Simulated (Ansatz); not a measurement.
**Electron scattering at the Σ3 (112) boundary in fcc Ir with Ru (substitutional)**

Aim: the relaxed structure and the specific resistance of the Σ3 (112) boundary in fcc Ir with Ru (substitutional).

Main program and level: Ansatz 0.2.0; Ansatz plane-wave DFT, PBE, PAW files; relaxation of a bicrystal slab with its lowest layers held; PAW set soft_1, in the first sound run; inputs show where later runs differ.

### Step 1. Starting point

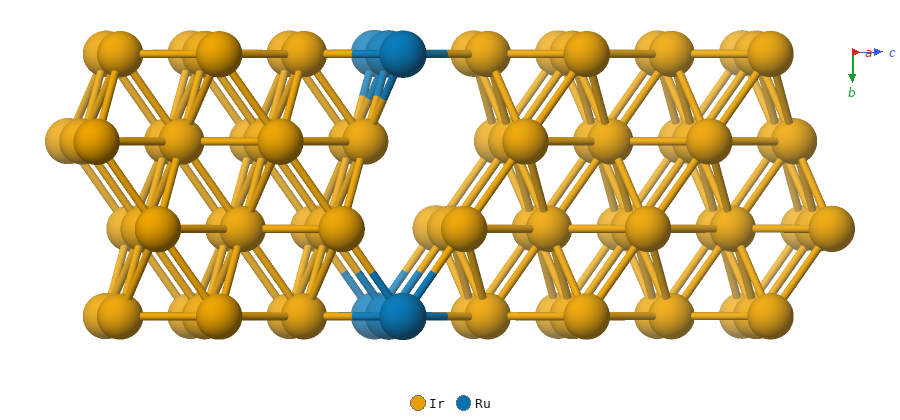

The starting structure, seen from the side, with the c axis across the page (iridium orange, ruthenium blue). 2×1×1 cells are drawn. Some periodic images of atoms are drawn too.

The cell holds 24 atoms: 23 Ir and 1 Ru. Cell: a = 2.715 Å, b = 6.650 Å, c = 29.809 Å, α = 90.0°, β = 90.0°, γ = 90.0°. It derives from Ir. built on the (1 1 2) plane; 2 overlapping atoms removed and the grains opened by 0 Å. Vacuum lies along c.

### Step 2. Relaxing the bicrystal

The boundary is built by mirroring the lower grain in the boundary plane and removing any atoms that overlap; then the Ru is put in at the boundary. A thin bicrystal slab is relaxed first, with the lowest layers held and the upper grain free to shift and open.

input.yaml

```yaml
crystal:
  lattice:
    - [2.7148657757, 0.0, 0.0]
    - [0.0, 6.6500358706, 0.0]
    - [0.0, 0.0, 29.8091418368]
  atoms:
    - { symbol: Ir, position: [2.0e-10, 0.3333333333, 0.1677337787] }
    - { symbol: Ir, position: [0.5000000002, 1.0, 0.194024849] }
    - { symbol: Ir, position: [1.0e-10, 0.6666666666, 0.2203159193] }
    - { symbol: Ir, position: [0.5000000001, 0.3333333333, 0.2466069896] }
    - { symbol: Ir, position: [1.0e-10, 1.0, 0.2728980598] }
    - { symbol: Ir, position: [0.5000000001, 0.6666666666, 0.2991891301] }
    - { symbol: Ir, position: [1.0e-10, 0.3333333333, 0.3254802004] }
    - { symbol: Ir, position: [0.5000000001, 1.0, 0.3517712707] }
    - { symbol: Ir, position: [0.0, 0.6666666667, 0.378062341] }
    - { symbol: Ir, position: [0.5, 0.3333333333, 0.4043534113] }
    - { symbol: Ru, position: [0.0, 0.0, 0.4306444816] }
    - { symbol: Ir, position: [0.0, 0.6666666667, 0.4832266221] }
    - { symbol: Ir, position: [0.5000000001, 1.0, 0.5095176924] }
    - { symbol: Ir, position: [1.0e-10, 0.3333333333, 0.5358087627] }
    - { symbol: Ir, position: [0.5000000001, 0.6666666666, 0.562099833] }
    - { symbol: Ir, position: [1.0e-10, 1.0, 0.5883909033] }
    - { symbol: Ir, position: [0.5000000001, 0.3333333333, 0.6146819736] }
    - { symbol: Ir, position: [1.0e-10, 0.6666666666, 0.6409730438] }
    - { symbol: Ir, position: [0.5000000002, 1.0, 0.6672641141] }
    - { symbol: Ir, position: [2.0e-10, 0.3333333333, 0.6935551844] }
    - { symbol: Ir, position: [0.5000000002, 0.6666666666, 0.7198462547] }
    - { symbol: Ir, position: [2.0e-10, 0.9999999999, 0.746137325] }
    - { symbol: Ir, position: [0.5000000002, 0.3333333333, 0.7724283953] }
    - { symbol: Ir, position: [3.0e-10, 0.6666666666, 0.7987194656] }
kpoints:
  mp_grid: { grid: [9, 4, 1] }
hamiltonian:
  xc: pbe
  pseudopotentials: { kind: paw, azcp: { folder: soft_1 } }
scf:
  occupations: { method: fermi_dirac, width: 0.1 }
relax:
  f_tol: 0.03
  max_steps: 80
  constraints: [{ sites: [0, 1, 2, 3] }]
```

Launch:

```sh
ansatz run input.yaml --threads 4 --pin off --max-ram 15360MiB --backend cpu --events-out ev --progress --plain --runs-dir out
```

Numbers of over 12 decimals in the logs are rounded to 6 here.

What it wrote:

```text
Engine: ansatz 0.2.0, aarch64-unknown-linux-gnu
Pseudopotentials: kind: paw
Pseudopotential: Ir, paw, valence charge 17, recommended cutoff 420 eV (normal), soft_1/Ir.paw.azcp
Pseudopotential: Ru, paw, valence charge 16, recommended cutoff 420 eV (normal), soft_1/Ru.paw.azcp
Functional definition: PBE
  parameter kappa = 0.804
  parameter beta = 0.066725
  exchange = pbe_x(kappa = kappa, mu = beta*pi^2/3)
  correlation = pbe_c(beta = beta)
Crystal: 24 atoms, lattice volume = 538.173 Å³
Basis set: ecut = 420 eV, 10553 PW (Γ), exchange–correlation on 40×90×400 points (8 copies of the dense FFT grid, shifted against one another)
Bands: 245, of which v1, the nominal top of the filled ones, is band 204 counted from 1 (203 counted from 0)
Symmetry: 2 space group operations
Space group: Pm (ITA 6), of the structure as read, at distance tolerance 8.1e-5 Å
k-points: 15 of 36 (time reversal used)
Non-local potential: Ir, projectors of the file, l = 0: 3, l = 1: 2, l = 2: 2, l = 3: 1
Non-local potential: Ru, projectors of the file, l = 0: 3, l = 1: 2, l = 2: 2, l = 3: 1
PAW form: soft (Blöchl's): semilocal exchange-correlation on the pseudo side does not see the compensation charge
PAW one-centre angular grid: Ir, 590 points (default); XC on 64 Gauss nodes
PAW one-centre angular grid: Ru, 590 points (default); XC on 64 Gauss nodes
Initial density: superposition of atomic densities (neutral atoms: chi_scale 0, normalization atom)
Initial wavefunctions: pseudopotential atomic-orbital guess
Functional: x = pbe(κ = 0.804, μ = 0.219515), c = pbe(β = 0.066725)
SCF iter   1: F=—  HF=-280421.460592 eV  |F-HF|=—  |Δ(HF+E_count)|=         —  Δρ=5.82e-2  dr2=3.75e1  ethr=3.10e-3  ⟨swp⟩=7.1  Hψ=14596  notcnv=0  defer=75
preconditioner: auto → LDOS  [metal: Δε(μ)=0.016 eV  Ē_g=6.418 eV  σ=0.100 eV  W_gap=0.04  n_scr=154 (ndim 8)  ℏωp=23.5 eV  f_vac=0.298  D(μ)=26.13/eV (n_scr^D=236)  β→1.0]
SCF iter   2: F=—  HF=-280420.589694 eV  |F-HF|=—  |Δ(HF+E_count)|=   8.71e-1  Δρ=4.51e-2  dr2=1.96e1  ethr=3.10e-3  ⟨swp⟩=3.0  Hψ=7661  notcnv=0  defer=130
SCF iter   3: F=—  HF=-280417.626676 eV  |F-HF|=—  |Δ(HF+E_count)|=    2.96e0  Δρ=8.62e-3  dr2=8.00e-1  ethr=3.10e-3  ⟨swp⟩=2.5  Hψ=7491  notcnv=0  defer=130
SCF iter   4: F=—  HF=-280417.378563 eV  |F-HF|=—  |Δ(HF+E_count)|=   2.48e-1  Δρ=2.24e-3  dr2=4.49e-2  ethr=1.97e-4  ⟨swp⟩=3.1  Hψ=8020  notcnv=0  defer=119
SCF iter   5: F=—  HF=-280417.376205 eV  |F-HF|=—  |Δ(HF+E_count)|=   2.36e-3  Δρ=9.78e-4  dr2=1.18e-2  ethr=1.10e-5  ⟨swp⟩=2.5  Hψ=6619  notcnv=0  defer=119
SCF iter   6: F=—  HF=-280417.374904 eV  |F-HF|=—  |Δ(HF+E_count)|=   1.30e-3  Δρ=3.37e-4  dr2=1.27e-3  ethr=2.90e-6  ⟨swp⟩=2.5  Hψ=5633  notcnv=0  defer=119
SCF iter   7: F=—  HF=-280417.374960 eV  |F-HF|=—  |Δ(HF+E_count)|=   5.61e-5  Δρ=1.32e-4  dr2=2.60e-4  ethr=3.12e-7  ⟨swp⟩=2.1  Hψ=5293  notcnv=0  defer=119
SCF iter   8: F=—  HF=-280417.374980 eV  |F-HF|=—  |Δ(HF+E_count)|=   1.98e-5  Δρ=5.18e-5  dr2=3.26e-5  ethr=6.38e-8  ⟨swp⟩=2.1  Hψ=5286  notcnv=0  defer=119
SCF iter   9: F=-280417.374983 eV  HF=-280417.374985 eV  |F-HF|=1.33e-6  |Δ(HF+E_count)|=   4.73e-6  Δρ=1.60e-5  dr2=3.49e-6  ethr=5.53e-9  ⟨swp⟩=4.9  Hψ=11834  notcnv=0
SCF 1 converged in 9 iterations: F = -280417.374983 eV  dr2 = 3.49e-6
  greatest PAW one-centre occupation: 1.000 electrons in one spin orbital (limit 2), on the Ir atom at site 12 (counted from 0), in its partial waves of l = 0
relax step   1: F+E_penalty+E_count = -280417.37498317 eV  Δ(F+E_penalty+E_count) = +0.000e0 eV  max|allowed force component| = 1.050e0 eV/Å  Δτ_max = 0.0000 Å  (9 SCF iters, dr2 threshold 2.25e-5 eV, accepted)
Initial density: handed on by an earlier stage of this run
Initial wavefunctions: those handed on with the density
iter 1 solved again at ethr=1.02e-3 eV; its pass at ethr=3.10e-3 eV (dr2=4.16e0 eV) is discarded
SCF iter   1: F=—  HF=-280417.975492 eV  |F-HF|=—  |Δ(HF+E_count)|=         —  Δρ=1.19e-2  dr2=4.14e0  ethr=1.02e-3  ⟨swp⟩=1.0  Hψ=13432  notcnv=0  defer=120
preconditioner: auto → LDOS  [metal: Δε(μ)=0.007 eV  Ē_g=6.200 eV  σ=0.100 eV  W_gap=0.02  n_scr=154 (ndim 8)  ℏωp=23.5 eV  f_vac=0.303  D(μ)=27.55/eV (n_scr^D=276)  β→1.0]
SCF iter   2: F=—  HF=-280417.937143 eV  |F-HF|=—  |Δ(HF+E_count)|=   3.83e-2  Δρ=4.09e-3  dr2=2.05e-1  ethr=1.02e-3  ⟨swp⟩=2.0  Hψ=4708  notcnv=0  defer=120
SCF iter   3: F=—  HF=-280417.929365 eV  |F-HF|=—  |Δ(HF+E_count)|=   7.78e-3  Δρ=3.34e-3  dr2=1.78e-1  ethr=5.03e-5  ⟨swp⟩=3.1  Hψ=8176  notcnv=0  defer=120
SCF iter   4: F=—  HF=-280417.888709 eV  |F-HF|=—  |Δ(HF+E_count)|=   4.07e-2  Δρ=1.21e-3  dr2=1.98e-2  ethr=4.37e-5  ⟨swp⟩=2.0  Hψ=5216  notcnv=0  defer=120
SCF iter   5: F=—  HF=-280417.882921 eV  |F-HF|=—  |Δ(HF+E_count)|=   5.79e-3  Δρ=2.48e-4  dr2=9.94e-4  ethr=4.86e-6  ⟨swp⟩=2.1  Hψ=5558  notcnv=0  defer=127
SCF iter   6: F=—  HF=-280417.882654 eV  |F-HF|=—  |Δ(HF+E_count)|=   2.67e-4  Δρ=6.85e-5  dr2=6.90e-5  ethr=2.44e-7  ⟨swp⟩=3.4  Hψ=7571  notcnv=0  defer=127
SCF iter   7: F=-280417.882646 eV  HF=-280417.882649 eV  |F-HF|=3.15e-6  |Δ(HF+E_count)|=   4.88e-6  Δρ=2.32e-5  dr2=6.02e-6  ethr=1.69e-8  ⟨swp⟩=5.0  Hψ=12456  notcnv=0
SCF 2 converged in 7 iterations: F = -280417.882646 eV  dr2 = 6.02e-6
relax step   2: F+E_penalty+E_count = -280417.88264568 eV  Δ(F+E_penalty+E_count) = -5.077e-1 eV  max|allowed force component| = 8.816e-1 eV/Å  Δτ_max = 0.1995 Å  (7 SCF iters, dr2 threshold 6.89e-5 eV, accepted)
iter 1 solved again at ethr=9.95e-4 eV; its pass at ethr=3.10e-3 eV (dr2=4.05e0 eV) is discarded
SCF iter   1: F=—  HF=-280418.255422 eV  |F-HF|=—  |Δ(HF+E_count)|=         —  Δρ=1.42e-2  dr2=4.02e0  ethr=9.95e-4  ⟨swp⟩=1.8  Hψ=14040  notcnv=0  defer=106
preconditioner: auto → LDOS  [metal: Δε(μ)=0.005 eV  Ē_g=6.248 eV  σ=0.100 eV  W_gap=0.01  n_scr=154 (ndim 8)  ℏωp=23.5 eV  f_vac=0.308  D(μ)=26.93/eV (n_scr^D=256)  β→1.0]
SCF iter   2: F=—  HF=-280418.212795 eV  |F-HF|=—  |Δ(HF+E_count)|=   4.26e-2  Δρ=3.48e-3  dr2=1.38e-1  ethr=9.88e-4  ⟨swp⟩=2.0  Hψ=5234  notcnv=0  defer=106
SCF iter   3: F=—  HF=-280418.208445 eV  |F-HF|=—  |Δ(HF+E_count)|=   4.35e-3  Δρ=2.52e-3  dr2=8.91e-2  ethr=3.40e-5  ⟨swp⟩=3.0  Hψ=8021  notcnv=0  defer=106
SCF iter   4: F=—  HF=-280418.186866 eV  |F-HF|=—  |Δ(HF+E_count)|=   2.16e-2  Δρ=4.44e-4  dr2=2.95e-3  ethr=2.19e-5  ⟨swp⟩=2.3  Hψ=5766  notcnv=0  defer=106
SCF iter   5: F=—  HF=-280418.185493 eV  |F-HF|=—  |Δ(HF+E_count)|=   1.37e-3  Δρ=1.48e-4  dr2=2.05e-4  ethr=7.25e-7  ⟨swp⟩=3.1  Hψ=6763  notcnv=0  defer=118
SCF iter   6: F=-280418.185488 eV  HF=-280418.185518 eV  |F-HF|=2.98e-5  |Δ(HF+E_count)|=   2.55e-5  Δρ=5.67e-5  dr2=4.58e-5  ethr=1.19e-8  ⟨swp⟩=3.2  Hψ=14943  notcnv=0
SCF 3 converged in 6 iterations: F = -280418.185488 eV  dr2 = 4.58e-5
relax step   3: F+E_penalty+E_count = -280418.18548835 eV  Δ(F+E_penalty+E_count) = -3.028e-1 eV  max|allowed force component| = 3.985e-1 eV/Å  Δτ_max = 0.1914 Å  (6 SCF iters, dr2 threshold 4.86e-5 eV, accepted)
[... from here on, the SCF cycles and remarks between the steps are left out ...]
relax step   4: F+E_penalty+E_count = -280418.40314362 eV  Δ(F+E_penalty+E_count) = -2.177e-1 eV  max|allowed force component| = 2.437e-1 eV/Å  Δτ_max = 0.1927 Å  (7 SCF iters, dr2 threshold 3.24e-5 eV, accepted)
relax step   5: F+E_penalty+E_count = -280418.57263043 eV  Δ(F+E_penalty+E_count) = -1.695e-1 eV  max|allowed force component| = 2.506e-1 eV/Å  Δτ_max = 0.1945 Å  (7 SCF iters, dr2 threshold 1.21e-5 eV, accepted)
relax step   6: F+E_penalty+E_count = -280418.70338209 eV  Δ(F+E_penalty+E_count) = -1.308e-1 eV  max|allowed force component| = 5.039e-1 eV/Å  Δτ_max = 0.1928 Å  (6 SCF iters, dr2 threshold 2.35e-5 eV, accepted)
relax step   7: F+E_penalty+E_count = -280418.80482750 eV  Δ(F+E_penalty+E_count) = -1.014e-1 eV  max|allowed force component| = 5.181e-1 eV/Å  Δτ_max = 0.1918 Å  (6 SCF iters, dr2 threshold 1.00e-4 eV, accepted)
relax step   8: F+E_penalty+E_count = -280418.88191672 eV  Δ(F+E_penalty+E_count) = -7.709e-2 eV  max|allowed force component| = 1.208e-1 eV/Å  Δτ_max = 0.2000 Å  (6 SCF iters, dr2 threshold 1.00e-4 eV, accepted)
relax step   9: F+E_penalty+E_count = -280418.90486255 eV  Δ(F+E_penalty+E_count) = -2.295e-2 eV  max|allowed force component| = 1.061e-1 eV/Å  Δτ_max = 0.1950 Å  (8 SCF iters, dr2 threshold 9.12e-7 eV, accepted)
relax step  10: F+E_penalty+E_count = -280418.90513074 eV  Δ(F+E_penalty+E_count) = -2.682e-4 eV  max|allowed force component| = 1.105e-1 eV/Å  Δτ_max = 0.0363 Å  (8 SCF iters, accepted)
relax step  11: F+E_penalty+E_count = -280418.90784719 eV  Δ(F+E_penalty+E_count) = -2.716e-3 eV  max|allowed force component| = 1.716e-2 eV/Å  Δτ_max = 0.0178 Å  (5 SCF iters, dr2 threshold 9.42e-6 eV, accepted)
iter 1 solved again at ethr=1.63e-10 eV; its pass at ethr=3.10e-3 eV (dr2=6.62e-7 eV) is discarded
SCF iter   1: F=—  HF=-280418.907926 eV  |F-HF|=—  |Δ(HF+E_count)|=         —  Δρ=9.46e-6  dr2=6.66e-7  ethr=1.63e-10  ⟨swp⟩=2.2  Hψ=8794  notcnv=0  defer=119
SCF iter   2: F=—  HF=-280418.907848 eV  |F-HF|=—  |Δ(HF+E_count)|=   7.81e-5  Δρ=5.57e-6  dr2=3.22e-7  ethr=1.63e-10  ⟨swp⟩=2.4  Hψ=6481  notcnv=0  defer=119
SCF iter   3: F=-280418.907848 eV  HF=-280418.907848 eV  |F-HF|=5.47e-8  |Δ(HF+E_count)|=   7.01e-8  Δρ=2.23e-6  dr2=7.25e-8  ethr=2.46e-11  ⟨swp⟩=2.9  Hψ=16717  notcnv=0
SCF 12 converged in 3 iterations: F = -280418.907848 eV  dr2 = 7.25e-8
relax step  12: F+E_penalty+E_count = -280418.90784758 eV  Δ(F+E_penalty+E_count) = -3.894e-7 eV  max|allowed force component| = 1.722e-2 eV/Å  Δτ_max = 0.0000 Å  (3 SCF iters, accepted)
SCF converged after 3 iterations
Free energy (F): -280418.907848 eV
Harris-Foulkes:  -280418.907848 eV  (|F-HF|=5.47e-8)
Internal energy: -280418.040760 eV  (E = F + TS)
E sigma→0 (E₀):  -280418.474304 eV
Entropy (-TS):   -0.867088 eV (-36.129 meV/atom)
Fermi energy:    14.166016 eV
--- Per-component energies (eV) ---
  E_band       = -6541.774763
  E_kinetic    = 12861.945506
  E_local      = -536475.337364  (includes V_loc(G=0)·N_el)
  E_nonlocal   = 4782.947795
  E_hartree    = 262565.814292
  E_xc         = -5455.205291
  E_vxc        = -6104.551985  (∫ρ·V_xc dr)
  E_paw        = -216600.171916  (= ΣΔE_a)
  E_vpaw       = -6738.441134  (= ΣTr[D̂ρ^β])
  E_aug_tail   = 0.008685  (compensation charges beyond the density's cutoff)
  E_ewald      = 197901.957533
  E_smearing   = -0.867088  (= −TS)
  E_closure    = -0.000000  (closes the sum)
  Σ components = -280418.907848   (vs F -280418.907848, Δ=0.00e0)
--- Forces (eV/Å), atoms counted from 1 ---
  atom   1  Ir     0.00000000    -0.52059878     0.92032437
  atom   2  Ir     0.00000000     0.35205724     0.09081990
  atom   3  Ir    -0.00000000     0.10651116    -0.44064501
  atom   4  Ir    -0.00000000     0.05315500    -0.56768348
  atom   5  Ir    -0.00000000    -0.00230736     0.00225083
  atom   6  Ir    -0.00000000    -0.00616364     0.00400427
  atom   7  Ir    -0.00000000    -0.00625875    -0.01158965
  atom   8  Ir    -0.00000000     0.00492221    -0.00128009
  atom   9  Ir     0.00000000     0.00493833    -0.00259622
  atom  10  Ir     0.00000000    -0.00265326     0.00335038
  atom  11  Ru     0.00000000    -0.00049318     0.00945400
  atom  12  Ir     0.00000000     0.00565382     0.00147911
  atom  13  Ir     0.00000000    -0.00372220    -0.00748785
  atom  14  Ir     0.00000000     0.00537027     0.00154505
  atom  15  Ir    -0.00000000     0.00000005    -0.00190739
  atom  16  Ir     0.00000000    -0.00189592    -0.00405525
  atom  17  Ir     0.00000000     0.00642270     0.00309323
  atom  18  Ir    -0.00000000     0.00151844    -0.00248417
  atom  19  Ir    -0.00000000    -0.00086042     0.00974454
  atom  20  Ir    -0.00000000    -0.00163900    -0.00985762
  atom  21  Ir    -0.00000000     0.00589160     0.00959032
  atom  22  Ir    -0.00000000    -0.01722169    -0.00283417
  atom  23  Ir    -0.00000000     0.01670556    -0.00663227
  atom  24  Ir    -0.00000000     0.00067457     0.00350567
  max |Σ_I F_I| component: 1.08e-4 eV/Å
--- Relaxed structure (12 steps of the walk, 12 accepted, 0 SCFs on fresh bases) ---
  F+E_penalty+E_count = -280418.90784758 eV   max|allowed force component| = 1.722e-2 eV/Å
  atoms:
    - { symbol: Ir, position: [0.0, 0.333333, 0.167734] }
    - { symbol: Ir, position: [0.500000, 1.000000, 0.194024849] }
    - { symbol: Ir, position: [0.0, 0.666667, 0.220316] }
    - { symbol: Ir, position: [0.500000, 0.333333, 0.2466069896] }
    - { symbol: Ir, position: [-5.330403334228403e-19, 0.995539, 0.272461] }
    - { symbol: Ir, position: [0.500000, 0.664914, 0.300086] }
    - { symbol: Ir, position: [-8.51687320781882e-19, 0.331929, 0.324782] }
    - { symbol: Ir, position: [0.500000, 0.997703, 0.353498] }
    - { symbol: Ir, position: [2.6891089022439846e-18, 0.668454, 0.380268] }
    - { symbol: Ir, position: [0.500000, 0.326993, 0.403870] }
    - { symbol: Ru, position: [0, 0.00475874, 0.430706] }
    - { symbol: Ir, position: [-1.945443015514711e-17, 0.510674, 0.467268] }
    - { symbol: Ir, position: [0.500000, 0.837812, 0.495673] }
    - { symbol: Ir, position: [-2.1668037430944363e-17, 0.173221, 0.518034] }
    - { symbol: Ir, position: [0.500000, 0.504421, 0.545420] }
    - { symbol: Ir, position: [-1.6400743708198323e-17, 0.839145, 0.574937] }
    - { symbol: Ir, position: [0.500000, 0.173369, 0.598668] }
    - { symbol: Ir, position: [-1.7539052804936705e-17, 0.505907, 0.626585] }
    - { symbol: Ir, position: [0.500000, 0.838134, 0.654064] }
    - { symbol: Ir, position: [-1.9440622865623832e-17, 0.170605, 0.677607] }
    - { symbol: Ir, position: [0.500000, 0.508181, 0.705254] }
    - { symbol: Ir, position: [-1.3108938969563986e-17, 0.840666, 0.735384] }
    - { symbol: Ir, position: [0.500000, 0.171108, 0.756297] }
    - { symbol: Ir, position: [-4.6357386613055364e-17, 0.493606, 0.781053] }
```

The job ended after 13 min (4 threads of Arm Neoverse V1, shared host; peak memory 3.3 GiB; 51 min of CPU time).

Step by step:

```csv
step,energy less that of the first step (eV),largest force component (eV/Å)
1,0.0000,1.0502
2,-0.5077,0.8816
3,-0.8105,0.3985
4,-1.0282,0.2437
5,-1.1976,0.2506
6,-1.3284,0.5039
7,-1.4298,0.5181
8,-1.5069,0.1208
9,-1.5299,0.1061
10,-1.5301,0.1105
11,-1.5329,0.0172
12,-1.5329,0.0172
```

Forces are held to the 2 operations that the run works with; a distortion that breaks them can't arise in this run.

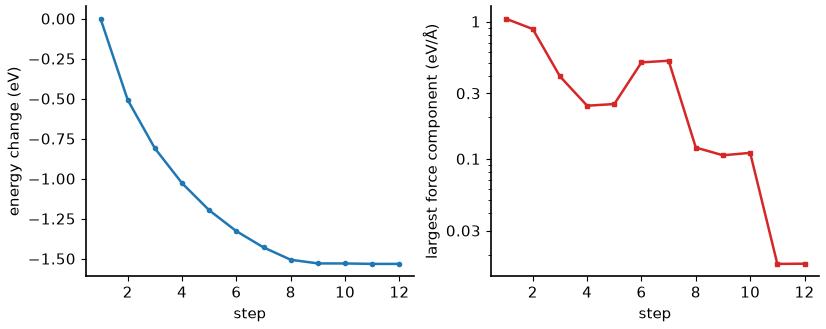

Energy and largest force along the relaxation.

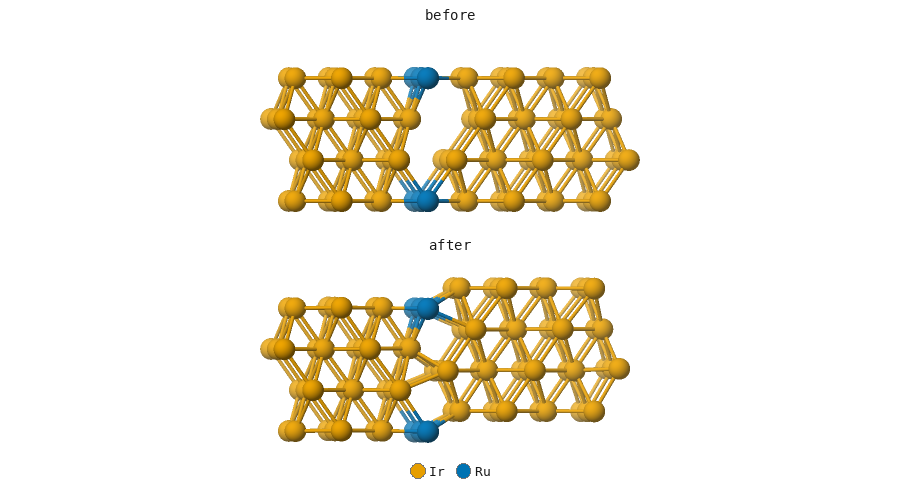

Before and after, at one scale.

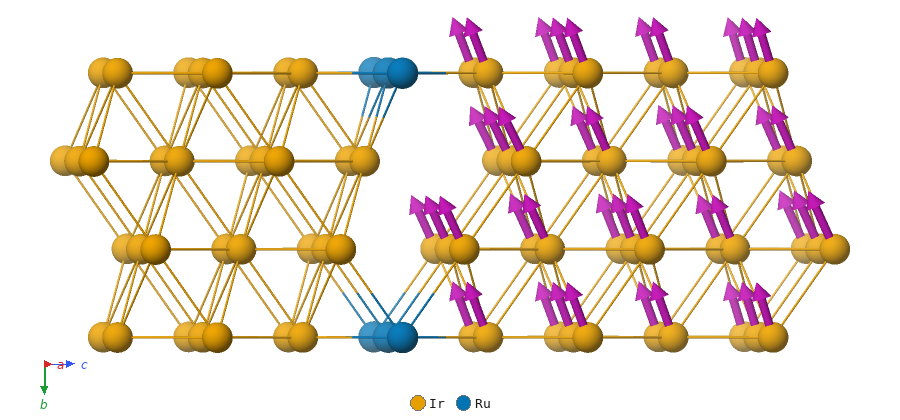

Displacements in the relaxation, scaled; the longest in the cell stands for 1.27 Å. 2×1×1 cells are drawn. Some periodic images of atoms are drawn too.

The atoms that moved most (Å):

```csv
atom,dx,dy,dz,length
Ir24,0.000,-1.151,-0.527,1.266
Ir14,0.000,-1.065,-0.530,1.189
Ir15,0.000,-1.079,-0.497,1.188
Ir20,0.000,-1.082,-0.475,1.182
Ir23,0.000,-1.079,-0.481,1.181
Ir17,0.000,-1.064,-0.477,1.166
Ir13,0.000,-1.079,-0.413,1.155
Ir18,0.000,-1.069,-0.429,1.152
```

Numbers from this step:

```yaml
free_energy: -280418.9078 eV
energy_at_zero_smearing: -280418.4743 eV
fermi_energy: 14.17 eV
```

The largest force component on a free atom ends at 0.017 eV/Å, under the tolerance of 0.03, after 12 steps.

[end of part 1 of 2]

[Logs are printed without paths, hosts, clocks, repeated set-up lines and the standing remarks that a program may print on its own settings, such as how far it seeks lower states.]

[Hosts, paths, dates, database ids (printed as entryN), source tags and the programs' standing remarks are cut or masked in the printed files.]
